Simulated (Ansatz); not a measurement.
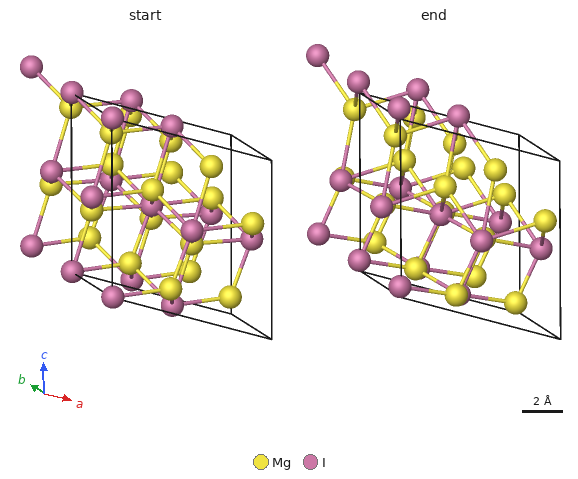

The structure of crystalline Mg$_{2}$I (built on the fluorite_225 type) (coarse preliminary run) before (left) and after (right) a relaxation, at one scale.

Style: ball-and-stick. Shown: the conventional cell (2 times the calculation's cell), repeated 1 × 2 × 1 with one cell outlined, slightly off an axis. Lengths and directions refer to the drawn axes.

Theory: DFT PBE, scalar-relativistic, plane waves, PAW in Ansatz.

The input:
```yaml
crystal:
  lattice:
    - [-3.8404414488, -0.0094985301, -3.8555972515]
    - [-3.7844660329, -3.7396049055, -0.065473946]
    - [-7.5753759579, 3.8115227435, 3.759588842]
  atoms:
    - { symbol: Mg, position: [0.6309796557, 0.5986607874, 0.1341403882] }
    - { symbol: Mg, position: [0.1143420258, 0.1442068545, 0.6185977843] }
    - { symbol: Mg, position: [0.8847389389, 0.8709115347, 0.3765326937] }
    - { symbol: Mg, position: [0.3786246673, 0.3679565984, 0.8774348949] }
    - { symbol: I, position: [0.5011874962, 0.5116602322, 0.4903527278] }
    - { symbol: I, position: [0.990127216, 1.0066039928, 0.0029415111] }
basis:
  ecutwfc: 420
kpoints:
  mp_grid: { grid: [6, 6, 6] }
hamiltonian:
  xc: pbe
scf:
  occupations: { method: gaussian, width: 0.1 }
output:
  forces: true
  stress: true
  eigenvalues: true
relax:
  adjacent_minimum: "off"
  f_tol: 0.015
  max_steps: 120
  cell: { stress_tol: 0.15 }
```

Launched with:
```bash
ansatz run input.yaml --threads 1 --pin off --max-ram 2560MiB --backend cpu --events-out ev --progress --plain --runs-dir out
```

Q: Describe what moved and what it gained.

A: The run was cut off at its time limit before the relaxation converged, so the last structure is only a point on the way. Over 4 geometry steps the energy falls by 140 meV per atom. Largest force component: 0.21 eV/Å at the start, 0.43 eV/Å at the end. The pressure goes from 0.31 to −0.38 GPa. The largest move relative to the cell is that of I6, 0.54 Å roughly along [0 1 3]. Largest moves by element: I 0.54 Å, Mg 0.36 Å. The volume changes by +1.0 %, with a 9.142 → 9.138 Å (0.0 %), b 5.442 → 5.528 Å (+1.6 %), c 9.275 → 9.231 Å (−0.5 %), α 89.7° → 89.3°, β 109.3° → 109.4°, γ 90.0° → 89.7°. Near-neighbour distances that change, for instance: Mg4–I6 3.313 → 3.669 Å, Mg4–I6 (another image) 3.244 → 3.598 Å, Mg2–I5 3.332 → 3.676 Å, Mg2–I5 (another image) 3.263 → 3.586 Å. Among the angles between lasting bonds that change: Mg1–I6–Mg3 70.5° → 89.3°, I5–Mg1–I6 108.3° → 90.3°, I5–Mg3–I6 107.3° → 89.3°. The space group stays P1 (No. 1). Cost: 9.4 min on 1 thread of Arm Neoverse V2, with other jobs on the host, peak memory 0.93 GiB.
